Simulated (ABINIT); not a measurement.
Dielectric calculation, with input and output: SnSe (part 2 of 3)

The same run, continued: SnSe (Fm-3m, 2 atoms in the cell); Kohn-Sham DFT of a periodic cell, PBE, PseudoDojo NC SR PBE v0.4.1 standard, no spin polarisation (ABINIT 10.8.3); cutoff 1088.46 eV, 4×4×4 k-mesh, fixed occupations. The structure derives from an entry of the Crystallography Open Database. The settings are looser than a standard set-up, so the numbers are not reference values.

Geometry of the input (Å; fractional positions):
```
0.0000  3.0100  3.0100
3.0100  0.0000  3.0100
3.0100  3.0100  0.0000
Sn 0.0000  0.0000  0.0000
Se 0.5000  0.5000  0.5000
```

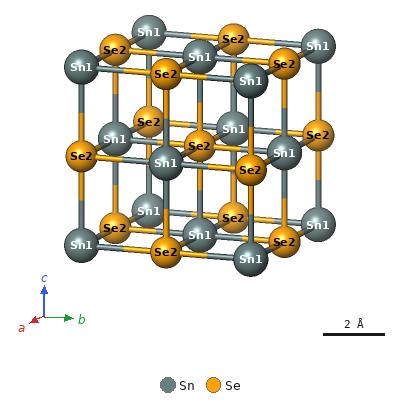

Figure 1. The input geometry (ball-and-stick view of the cell 4 times as large as that of the calculation, set on its symmetry axes, seen slightly off an axis; atoms are numbered from 1 in the order of the input). An atom can appear more than once, as a periodic image.

### The program's output, continued
```
--------------------------------------------------------------------------------
 Perturbation wavevector (in red.coord.)   0.000000  0.000000  0.000000
 Perturbation : derivative vs k along direction   1
 The set of symmetries contains only one element for this perturbation.
 symkpt : not enough symmetry to change the number of k points.

--------------------------------------------------------------------------------

--------------------------------------------------------------------------------

 Initialisation of the first-order wave-functions :
  ireadwf=   0

--- !BeginCycle
iteration_state: {dtset: 2, }
solver: {iscf: -3, nstep: 80, nline: 4, wfoptalg: 0, }
tolerances: {tolwfr: 1.00E-18, }
...

     iter   2DEtotal(Ha)        deltaE(Ha) residm    vres2
-ETOT  1  -67.141416330789     -6.714E+01 6.437E-01 0.000E+00
 ETOT  2  -67.261215178507     -1.198E-01 3.646E-02 0.000E+00
 ETOT  3  -67.264720367101     -3.505E-03 2.409E-03 0.000E+00
 ETOT  4  -67.265066486099     -3.461E-04 6.534E-04 0.000E+00
 ETOT  5  -67.265109836602     -4.335E-05 3.984E-05 0.000E+00
 ETOT  6  -67.265115811751     -5.975E-06 1.518E-05 0.000E+00
 ETOT  7  -67.265116673559     -8.618E-07 9.488E-07 0.000E+00
 ETOT  8  -67.265116801466     -1.279E-07 3.811E-07 0.000E+00
 ETOT  9  -67.265116820771     -1.930E-08 2.449E-08 0.000E+00
 ETOT 10  -67.265116823714     -2.944E-09 9.840E-09 0.000E+00
 ETOT 11  -67.265116824167     -4.529E-10 6.491E-10 0.000E+00
 ETOT 12  -67.265116824237     -6.997E-11 2.558E-10 0.000E+00
 ETOT 13  -67.265116824248     -1.089E-11 1.723E-11 0.000E+00
 ETOT 14  -67.265116824250     -1.705E-12 6.634E-12 0.000E+00
 ETOT 15  -67.265116824250     -2.842E-13 4.544E-13 0.000E+00
 ETOT 16  -67.265116824250     -4.263E-14 1.712E-13 0.000E+00
 ETOT 17  -67.265116824250     -1.421E-14 1.188E-14 0.000E+00
 ETOT 18  -67.265116824250      0.000E+00 4.392E-15 0.000E+00
 ETOT 19  -67.265116824250      0.000E+00 3.078E-16 0.000E+00
 ETOT 20  -67.265116824250      2.842E-14 1.122E-16 0.000E+00
 ETOT 21  -67.265116824250      0.000E+00 7.924E-18 0.000E+00
 ETOT 22  -67.265116824250      2.842E-14 2.855E-18 0.000E+00
 ETOT 23  -67.265116824250     -2.842E-14 1.000E-18 0.000E+00

 At SCF step   23   max residual=  1.00E-18 < tolwfr=  1.00E-18 =>converged.
================================================================================

 ----iterations are completed or convergence reached----

 Mean square residual over all n,k,spin=   51.066E-20; max=  99.995E-20
 dfpt_looppert : ek2=    5.4908745972E+01
          f-sum rule ratio=    9.7799500931E-01
 Expectation of eigenvalue derivatives (hartree) for nkpt= 128  k points:
  (in case of degenerate eigenvalues, averaged derivative)
 kpt#   1, nband= 15, wtk=  0.00781, kpt= -0.1250 -0.2500  0.0000 (reduced coord)
  -0.00000   -0.00000    0.00000   -0.00001   -0.00001    0.00090    0.00117   -0.00146
  -0.00043   -0.00016   -0.02074   -0.05703    0.13999    0.19390    0.07746
 prteigrs : prtvol=0 or 1, do not print more k-points.

 2DEtotal=   -0.6726511682E+02 Ha. Also 2DEtotal=   -0.183037707479E+04 eV
    (  non-var. 2DEtotal :   -6.7265116821E+01 Ha)

--------------------------------------------------------------------------------
 Perturbation wavevector (in red.coord.)   0.000000  0.000000  0.000000
 Perturbation : derivative vs k along direction   2
 The set of symmetries contains only one element for this perturbation.
 symkpt : not enough symmetry to change the number of k points.

--------------------------------------------------------------------------------

--------------------------------------------------------------------------------

 Initialisation of the first-order wave-functions :
  ireadwf=   0

--- !BeginCycle
iteration_state: {dtset: 2, }
solver: {iscf: -3, nstep: 80, nline: 4, wfoptalg: 0, }
tolerances: {tolwfr: 1.00E-18, }
...

     iter   2DEtotal(Ha)        deltaE(Ha) residm    vres2
-ETOT  1  -67.141416330639     -6.714E+01 6.437E-01 0.000E+00
 ETOT  2  -67.261215178357     -1.198E-01 3.646E-02 0.000E+00
 ETOT  3  -67.264720366951     -3.505E-03 2.409E-03 0.000E+00
 ETOT  4  -67.265066485949     -3.461E-04 6.534E-04 0.000E+00
 ETOT  5  -67.265109836452     -4.335E-05 3.984E-05 0.000E+00
 ETOT  6  -67.265115811601     -5.975E-06 1.518E-05 0.000E+00
 ETOT  7  -67.265116673409     -8.618E-07 9.488E-07 0.000E+00
 ETOT  8  -67.265116801316     -1.279E-07 3.811E-07 0.000E+00
 ETOT  9  -67.265116820621     -1.930E-08 2.449E-08 0.000E+00
 ETOT 10  -67.265116823565     -2.944E-09 9.840E-09 0.000E+00
 ETOT 11  -67.265116824018     -4.529E-10 6.491E-10 0.000E+00
 ETOT 12  -67.265116824088     -7.003E-11 2.558E-10 0.000E+00
 ETOT 13  -67.265116824099     -1.089E-11 1.723E-11 0.000E+00
 ETOT 14  -67.265116824100     -1.677E-12 6.634E-12 0.000E+00
 ETOT 15  -67.265116824100     -2.558E-13 4.544E-13 0.000E+00
 ETOT 16  -67.265116824101     -2.842E-14 1.712E-13 0.000E+00
 ETOT 17  -67.265116824101     -1.421E-14 1.188E-14 0.000E+00
 ETOT 18  -67.265116824101     -1.421E-14 4.392E-15 0.000E+00
 ETOT 19  -67.265116824101      2.842E-14 3.078E-16 0.000E+00
 ETOT 20  -67.265116824101     -2.842E-14 1.122E-16 0.000E+00
 ETOT 21  -67.265116824101      0.000E+00 7.924E-18 0.000E+00
 ETOT 22  -67.265116824101     -1.421E-14 2.855E-18 0.000E+00
 ETOT 23  -67.265116824101     -1.421E-14 9.999E-19 0.000E+00

 At SCF step   23   max residual=  1.00E-18 < tolwfr=  1.00E-18 =>converged.
================================================================================

 ----iterations are completed or convergence reached----

 Mean square residual over all n,k,spin=   51.040E-20; max=  99.995E-20
 dfpt_looppert : ek2=    5.4908745972E+01
          f-sum rule ratio=    9.7799500929E-01
 Expectation of eigenvalue derivatives (hartree) for nkpt= 128  k points:
  (in case of degenerate eigenvalues, averaged derivative)
 kpt#   1, nband= 15, wtk=  0.00781, kpt= -0.1250 -0.2500  0.0000 (reduced coord)
  -0.00000   -0.00000   -0.00000   -0.00001   -0.00001    0.00102   -0.00031    0.00048
  -0.00101   -0.00129   -0.09100    0.26355    0.02050   -0.00688   -0.01959
 prteigrs : prtvol=0 or 1, do not print more k-points.

 2DEtotal=   -0.6726511682E+02 Ha. Also 2DEtotal=   -0.183037707478E+04 eV
    (  non-var. 2DEtotal :   -6.7265116821E+01 Ha)

--------------------------------------------------------------------------------
 Perturbation wavevector (in red.coord.)   0.000000  0.000000  0.000000
 Perturbation : derivative vs k along direction   3
 The set of symmetries contains only one element for this perturbation.
 symkpt : not enough symmetry to change the number of k points.

--------------------------------------------------------------------------------

--------------------------------------------------------------------------------

 Initialisation of the first-order wave-functions :
  ireadwf=   0

--- !BeginCycle
iteration_state: {dtset: 2, }
solver: {iscf: -3, nstep: 80, nline: 4, wfoptalg: 0, }
tolerances: {tolwfr: 1.00E-18, }
...

     iter   2DEtotal(Ha)        deltaE(Ha) residm    vres2
-ETOT  1  -67.141416330489     -6.714E+01 6.437E-01 0.000E+00
 ETOT  2  -67.261215178207     -1.198E-01 3.646E-02 0.000E+00
 ETOT  3  -67.264720366801     -3.505E-03 2.409E-03 0.000E+00
 ETOT  4  -67.265066485799     -3.461E-04 6.534E-04 0.000E+00
 ETOT  5  -67.265109836302     -4.335E-05 3.984E-05 0.000E+00
 ETOT  6  -67.265115811452     -5.975E-06 1.518E-05 0.000E+00
 ETOT  7  -67.265116673259     -8.618E-07 9.488E-07 0.000E+00
 ETOT  8  -67.265116801166     -1.279E-07 3.811E-07 0.000E+00
 ETOT  9  -67.265116820471     -1.930E-08 2.449E-08 0.000E+00
 ETOT 10  -67.265116823415     -2.944E-09 9.840E-09 0.000E+00
 ETOT 11  -67.265116823868     -4.528E-10 6.491E-10 0.000E+00
 ETOT 12  -67.265116823938     -6.997E-11 2.558E-10 0.000E+00
 ETOT 13  -67.265116823949     -1.093E-11 1.723E-11 0.000E+00
 ETOT 14  -67.265116823950     -1.677E-12 6.634E-12 0.000E+00
 ETOT 15  -67.265116823951     -2.558E-13 4.544E-13 0.000E+00
 ETOT 16  -67.265116823951     -7.105E-14 1.712E-13 0.000E+00
 ETOT 17  -67.265116823951     -1.421E-14 1.188E-14 0.000E+00
 ETOT 18  -67.265116823951      4.263E-14 4.392E-15 0.000E+00
 ETOT 19  -67.265116823951      0.000E+00 3.078E-16 0.000E+00
 ETOT 20  -67.265116823951      1.421E-14 1.122E-16 0.000E+00
 ETOT 21  -67.265116823951     -1.421E-14 7.924E-18 0.000E+00
 ETOT 22  -67.265116823951     -1.421E-14 2.855E-18 0.000E+00
 ETOT 23  -67.265116823951     -2.842E-14 1.000E-18 0.000E+00

 At SCF step   23   max residual=  1.00E-18 < tolwfr=  1.00E-18 =>converged.
================================================================================

 ----iterations are completed or convergence reached----

 Mean square residual over all n,k,spin=   51.141E-20; max=  99.995E-20
 dfpt_looppert : ek2=    5.4908745972E+01
          f-sum rule ratio=    9.7799500927E-01
 Expectation of eigenvalue derivatives (hartree) for nkpt= 128  k points:
  (in case of degenerate eigenvalues, averaged derivative)
 kpt#   1, nband= 15, wtk=  0.00781, kpt= -0.1250 -0.2500  0.0000 (reduced coord)
   0.00000    0.00000   -0.00000    0.00001    0.00001   -0.00096   -0.00043    0.00049
   0.00072    0.00073    0.05587   -0.10326   -0.08024   -0.09351   -0.02893
 prteigrs : prtvol=0 or 1, do not print more k-points.

 2DEtotal=   -0.6726511682E+02 Ha. Also 2DEtotal=   -0.183037707478E+04 eV
    (  non-var. 2DEtotal :   -6.7265116821E+01 Ha)
================================================================================

 ---- first-order wavefunction calculations are completed ----

 Total localisation tensor (bohr^2) in cartesian coordinates
  WARNING : still subject to testing - especially symmetries.
      direction              matrix element
   alpha     beta       real part   imaginary part
     1        1       1.9768535909    0.0000000000
     1        2       0.9884267954   -0.0000000000
     1        3       0.9884267954    0.0000000000
     2        1       0.9884267954   -0.0000000000
     2        2       1.9768535909    0.0000000000
     2        3       0.9884267954    0.0000000000
     3        1       0.9884267954    0.0000000000
     3        2       0.9884267954    0.0000000000
     3        3       1.9768535909    0.0000000000

 respfn : d/dk was computed, but no 2DTE, so no DDB output.

================================================================================
== DATASET  3 ==================================================================

--- !DatasetInfo
iteration_state: {dtset: 3, }
dimensions: {natom: 2, nkpt: 128, mband: 15, nsppol: 1, nspinor: 1, nspden: 1, mpw: 4468, }
cutoff_energies: {ecut:  40.0, pawecutdg:  -1.0, }
electrons: {nelect:   3.00000000E+01, charge:   0.00000000E+00, occopt:   1.00000000E+00, tsmear:   1.00000000E-02, }
meta: {optdriver: 1, rfelfd: 3, }
...

 mkfilename : getwfk/=0, take file _WFK from output of DATASET   1.

 mkfilename : getddk/=0, take file _1WF from output of DATASET   2.

 Exchange-correlation functional for the present dataset will be:
  GGA: Perdew-Burke-Ernzerhof functional - ixc=11
  J.P.Perdew, K.Burke, M.Ernzerhof, PRL 77, 3865 (1996)

 Real(R)+Recip(G) space primitive vectors, cartesian coordinates (Bohr,Bohr^-1):
 R(1)=  0.0000000  5.6880756  5.6880756  G(1)= -0.0879032  0.0879032  0.0879032
 R(2)=  5.6880756  0.0000000  5.6880756  G(2)=  0.0879032 -0.0879032  0.0879032
 R(3)=  5.6880756  5.6880756  0.0000000  G(3)=  0.0879032  0.0879032 -0.0879032
 Unit cell volume ucvol=  3.6806632E+02 bohr^3
 Angles (23,13,12)=  6.00000000E+01  6.00000000E+01  6.00000000E+01 degrees
 setup1 : take into account q-point for computing boxcut.

 getcut: wavevector=  0.0000  0.0000  0.0000  ngfft=  48  48  48
         ecut(hartree)=     40.000   => boxcut(ratio)=   2.09588
--------------------------------------------------------------------------------

 ==>  initialize data related to q vector <==

 The list of irreducible perturbations for this q vector is:
    1)    idir= 1    ipert=   4

================================================================================

 The perturbation idir=   2  ipert=   4 is
 symmetric of a previously calculated perturbation.
 So, its SCF calculation is not needed.

 The perturbation idir=   3  ipert=   4 is
 symmetric of a previously calculated perturbation.
 So, its SCF calculation is not needed.

--------------------------------------------------------------------------------
 Perturbation wavevector (in red.coord.)   0.000000  0.000000  0.000000
 Perturbation : homogeneous electric field along direction   1
 The set of symmetries contains only one element for this perturbation.
 symkpt : not enough symmetry to change the number of k points.

--------------------------------------------------------------------------------

--------------------------------------------------------------------------------

 Initialisation of the first-order wave-functions :
  ireadwf=   0

--- !BeginCycle
iteration_state: {dtset: 3, }
solver: {iscf: 7, nstep: 80, nline: 4, wfoptalg: 0, }
tolerances: {tolvrs: 1.00E-10, }
...

     iter   2DEtotal(Ha)        deltaE(Ha) residm    vres2
-ETOT  1  -562.95540735525     -5.630E+02 9.510E+01 1.114E+05
 ETOT  2  -586.15708778416     -2.320E+01 3.276E+00 3.355E+04
 ETOT  3  -597.77926732848     -1.162E+01 1.841E-01 1.290E+03
 ETOT  4  -598.15207685272     -3.728E-01 4.123E-02 1.540E+01
 ETOT  5  -598.16129915684     -9.222E-03 5.010E-03 3.533E+00
 ETOT  6  -598.16317628696     -1.877E-03 1.220E-03 1.753E-02
 ETOT  7  -598.16332347098     -1.472E-04 1.661E-04 1.852E-03
 ETOT  8  -598.16334810059     -2.463E-05 3.860E-05 2.199E-04
 ETOT  9  -598.16335243153     -4.331E-06 5.586E-06 7.780E-06
 ETOT 10  -598.16335320030     -7.688E-07 1.284E-06 3.117E-06
 ETOT 11  -598.16335334092     -1.406E-07 1.918E-07 9.496E-08
 ETOT 12  -598.16335336658     -2.566E-08 4.426E-08 3.522E-08
 ETOT 13  -598.16335337133     -4.751E-09 6.706E-09 1.888E-09
 ETOT 14  -598.16335337220     -8.721E-10 1.560E-09 1.218E-09
 ETOT 15  -598.16335337237     -1.688E-10 2.367E-10 1.909E-10
 ETOT 16  -598.16335337241     -3.456E-11 5.538E-11 1.224E-10
 ETOT 17  -598.16335337241      3.411E-13 8.386E-12 6.879E-12

 At SCF step   17       vres2   =  6.88E-12 < tolvrs=  1.00E-10 =>converged.
-open ddk wf file :runo_DS2_1WF7
-open ddk wf file :runo_DS2_1WF8
-open ddk wf file :runo_DS2_1WF9
================================================================================

 ----iterations are completed or convergence reached----

 Mean square residual over all n,k,spin=   25.929E-15; max=  83.859E-13

 2DEtotal=   -0.5981633534E+03 Ha. Also 2DEtotal=   -0.162768540468E+05 eV
    (  non-var. 2DEtotal :   -5.9816335087E+02 Ha)
================================================================================

 ---- first-order wavefunction calculations are completed ----

 ==> Compute Derivative Database <==
 The violation of the charge neutrality conditions
 by the effective charges is as follows :
    atom        electric field
 displacement     direction
       1               1        0.660156        0.000000
       1               2        0.000000        0.000000
       1               3        0.000000        0.000000
       2               1        0.000000        0.000000
       2               2        0.660156        0.000000
       2               3       -0.000000        0.000000
       3               1       -0.000000        0.000000
       3               2       -0.000000        0.000000
       3               3        0.660156        0.000000

 Effective charge tensors after
 imposition of the charge neutrality (if requested by user),
 and eventual restriction to some part :
   atom    displacement
         1         1    5.367307E+00   -4.128568E-15   -4.741391E-15
         1         2    3.123239E-16    5.367307E+00    4.764924E-15
         1         3   -3.123239E-16    4.128568E-15    5.367307E+00
         2         1   -5.367307E+00    4.128568E-15    4.741391E-15
         2         2   -3.123239E-16   -5.367307E+00   -4.764924E-15
         2         3    3.123239E-16   -4.128568E-15   -5.367307E+00
 Now, the imaginary part of the dynamical matrix is zeroed

  Dielectric tensor, in cartesian coordinates,
     j1       j2             matrix element
  dir pert dir pert     real part    imaginary part

   1    4   1    4        23.3158434534        -0.0000000000

   2    4   2    4        23.3158434534        -0.0000000000

   3    4   3    4        23.3158434534        -0.0000000000

  Effective charges, in cartesian coordinates,
  (from electric field response)
   if specified in the inputs, charge neutrality has been imposed
     j1       j2             matrix element
  dir pert dir pert     real part    imaginary part

   1    1   1    4         5.3673074266         0.0000000000
   1    2   1    4        -5.3673074266         0.0000000000

   2    1   2    4         5.3673074266         0.0000000000
   2    2   2    4        -5.3673074266         0.0000000000

   3    1   3    4         5.3673074266         0.0000000000
   3    2   3    4        -5.3673074266         0.0000000000

== END DATASET(S) ==============================================================
================================================================================

 -outvars: echo values of variables after computation  --------
            acell      1.0000000000E+00  1.0000000000E+00  1.0000000000E+00 Bohr
           etotal1    -2.0007642233E+02
           etotal2    -6.7265116824E+01
           etotal3    -5.9816335337E+02
            fcart1    -0.0000000000E+00 -0.0000000000E+00 -0.0000000000E+00
                      -0.0000000000E+00 -0.0000000000E+00 -0.0000000000E+00
            fcart3     0.0000000000E+00  0.0000000000E+00  0.0000000000E+00
                       0.0000000000E+00  0.0000000000E+00  0.0000000000E+00
            rprim      0.0000000000E+00  5.6880756351E+00  5.6880756351E+00
                       5.6880756351E+00  0.0000000000E+00  5.6880756351E+00
                       5.6880756351E+00  5.6880756351E+00  0.0000000000E+00
           strten1    -3.2317706072E-05 -3.2317706072E-05 -3.2317706072E-05
                       0.0000000000E+00  0.0000000000E+00  0.0000000000E+00
           strten3     0.0000000000E+00  0.0000000000E+00  0.0000000000E+00
                       0.0000000000E+00  0.0000000000E+00  0.0000000000E+00
           xangst      0.0000000000E+00  0.0000000000E+00  0.0000000000E+00
                       3.0099999979E+00  3.0099999979E+00  3.0099999979E+00
             xred      0.0000000000E+00  0.0000000000E+00  0.0000000000E+00
                       5.0000000000E-01  5.0000000000E-01  5.0000000000E-01
 Calculation completed.
```

### File anaddb.abo
```
.Version 10.8.3 of ANADDB
================================================================================

 -outvars_anaddb: echo values of input variables ----------------------

 Flags :
     dieflag         2
 Miscellaneous information :
         asr         2

================================================================================

 read the DDB information and perform some checks

  ==== Info on the Cryst% object ====
 Real(R)+Recip(G) space primitive vectors, cartesian coordinates (Bohr,Bohr^-1):
 R(1)=  0.0000000  5.6880756  5.6880756  G(1)= -0.0879032  0.0879032  0.0879032
 R(2)=  5.6880756  0.0000000  5.6880756  G(2)=  0.0879032 -0.0879032  0.0879032
 R(3)=  5.6880756  5.6880756  0.0000000  G(3)=  0.0879032  0.0879032 -0.0879032
 Unit cell volume ucvol=  3.6806632E+02 bohr^3
 Angles (23,13,12)=  6.00000000E+01  6.00000000E+01  6.00000000E+01 degrees
 Time-reversal symmetry is present
 Reduced atomic positions [iatom, xred, symbol]:
    1)    0.0000000  0.0000000  0.0000000  Sn
    2)    0.5000000  0.5000000  0.5000000  Se

 DDB file with 3 blocks has been read.

================================================================================

 Dielectric Tensor and Effective Charges

 anaddb : Zero the imaginary part of the Dynamical Matrix at Gamma,
   and impose the ASR on the effective charges

 The violation of the charge neutrality conditions
 by the effective charges is as follows :
    atom        electric field
 displacement     direction
       1               1        0.660156        0.000000
       1               2       -0.000000        0.000000
       1               3       -0.000000        0.000000
       2               1       -0.000000        0.000000
       2               2        0.660156        0.000000
       2               3        0.000000        0.000000
       3               1        0.000000        0.000000
       3               2        0.000000        0.000000
       3               3        0.660156        0.000000
```
